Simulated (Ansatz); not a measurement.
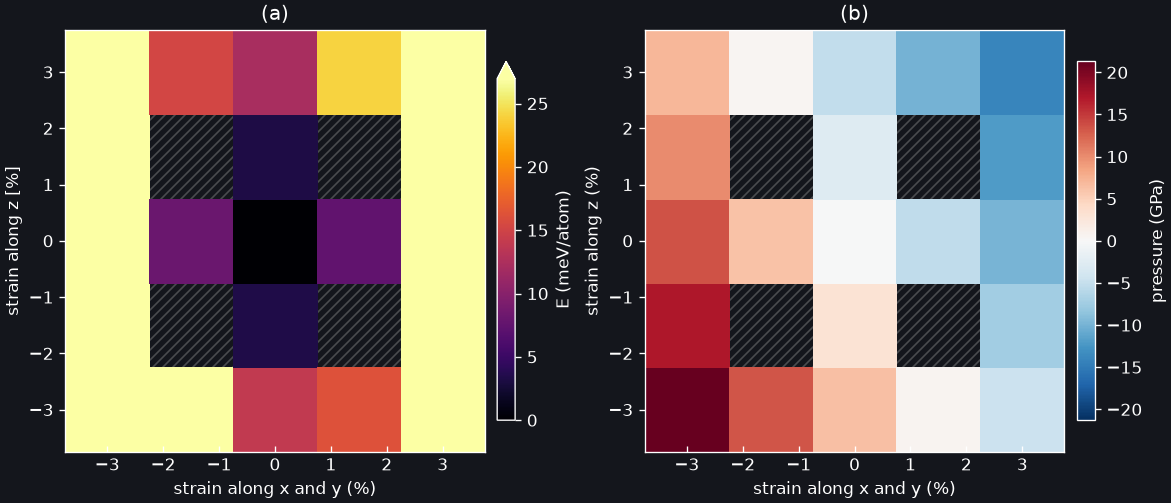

AlGa3N4 (Pm, No. 6; 8 atoms in the cell). The cell is strained homogeneously, by one strain along x and y and another along z, with fractional coordinates fixed (x along [1 0 0], z along [0 0 1] of the conventional cell). The first coordinate is: strain along x and y; the second: strain along z. Grid: 5 × 5 points. At 4 points there is no value. Points are written as (first, second). All energies are given in meV/atom relative to the lowest grid point. These are results of DFT PBEsol, scalar-relativistic, plane waves, PAW in Ansatz, not measurements. Settings: cutoff 420 eV, k-mesh 6×8×6 in the order of the run's cell vectors, gaussian smearing 0.05 eV, no spin polarisation.

Panel (a) is the energy; panel (b) is the computed pressure, in GPa.

The picture shows one coloured cell a grid point, one colour for all values above the top of the scale, hatched blanks where no value was computed.

How does the pressure vary over the map, and what is it at the lowest grid point?

It runs from −14.1 GPa at (3.0 %, 3.0 %) to 21.3 GPa at (−3.0 %, −3.0 %). At the lowest grid point, (0.0 %, 0.0 %), it is 0.0 GPa.
